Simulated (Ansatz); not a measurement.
LiCl

The calculation's input:

```
crystal:
  lattice:
    - [-0.0256476, 2.56476, 2.56476]
    - [2.5391124, 0.0, 2.5391124]
    - [2.56476, 2.56476, -0.0256476]
  atoms:
    - { symbol: Li, position: [0.0, 0.0, 0.0] }
    - { symbol: Cl, position: [0.5, 0.5, 0.5] }
basis:
  ecutwfc: 500
kpoints:
  mp_grid: { grid: [8, 8, 8] }
hamiltonian:
  xc: r2scan
scf:
  occupations: { method: gaussian, width: 0.05 }
output:
  forces: true
  stress: true
  eigenvalues: true
  write_density: true
  write_potential: true
  elf: true
  volumetric_format: npy
```

Launched as:

```sh
ansatz run input.yaml --threads 1 --pin off --max-ram 2560MiB --backend cpu --events-out ev --progress --plain --runs-dir out
```

Below, planes, directions and counts refer to the conventional cell (a = 3.59 Å, b = 3.66 Å, c = 5.13 Å, α = 90.00°, β = 90.00°, γ = 90.00°).

Space group Immm; changed on purpose from its base cell (strain -0.0200 x Voigt [0, 0, 0, 0, 1, 0], atoms carried along).

Theory: Ansatz 0.2.0, DFT r2SCAN, scalar-relativistic, plane waves, PAW.

Core electrons are frozen (PAW), and the valence fields are smoothed inside the atomic spheres.

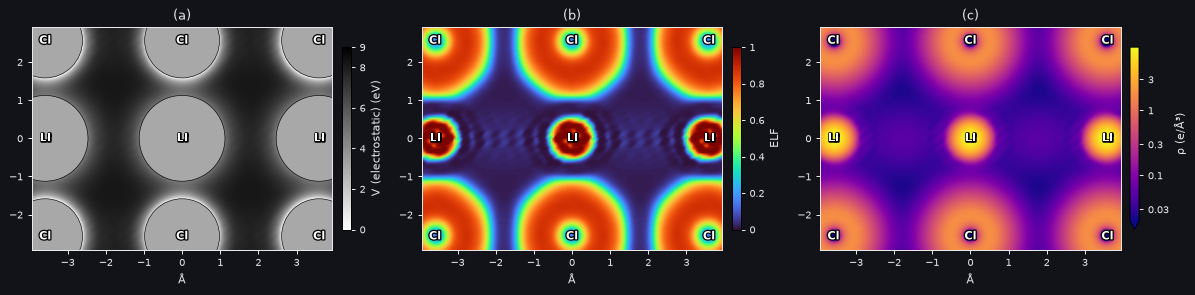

Figure 1. (a) electrostatic potential energy of an electron; (b) electron localisation function; (c) valence charge density (pseudo) on the (010) plane of the conventional cell. Grey discs cover the atomic cores in the potential map.

What do the fields say about this system?

Answer. Atoms in the plane: Li and Cl. Li–Cl (2.56 Å): ρ is about 0.22 e/Å³ halfway; the ELF peaks at about 0.85 in the valence shell of Cl, 0.8 Å from its nucleus, and falls to about 0 next to Li (a closed-shell, largely ionic contact). Between the atoms the lowest density in this plane is 0.02 e/Å³. The features right at Li lie inside the PAW spheres, where the map follows smoothed inner orbitals and isn't to be read closely. Outside the cores the potential energy rises away from the atoms and is highest about 2.2 Å from the nearest atoms; its zero is arbitrary.

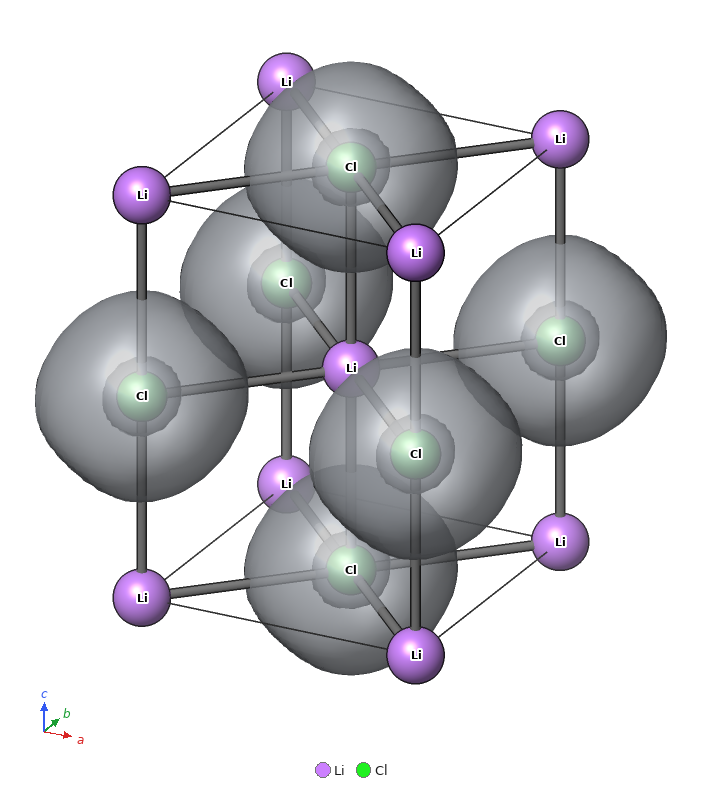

Figure 2. Isosurface of the ELF at 0.75 (grey), seen at an oblique angle. Only the valence region is drawn (cores and ρ < 0.01 e/Å³ removed). Sticks mark near contacts.

What do the ELF domains correspond to?

Answer. At this value the surface marks out two regions wrapped around Cl (the valence shell of each), counted in one cell of 4 atoms. Any copies at cell faces, edges or corners count once.

Does the calculation make it a metal, or give it a gap?

Answer. It is gapped, with a Kohn–Sham gap of 7.2 eV on the k-point mesh, an upper bound to the gap of this method.
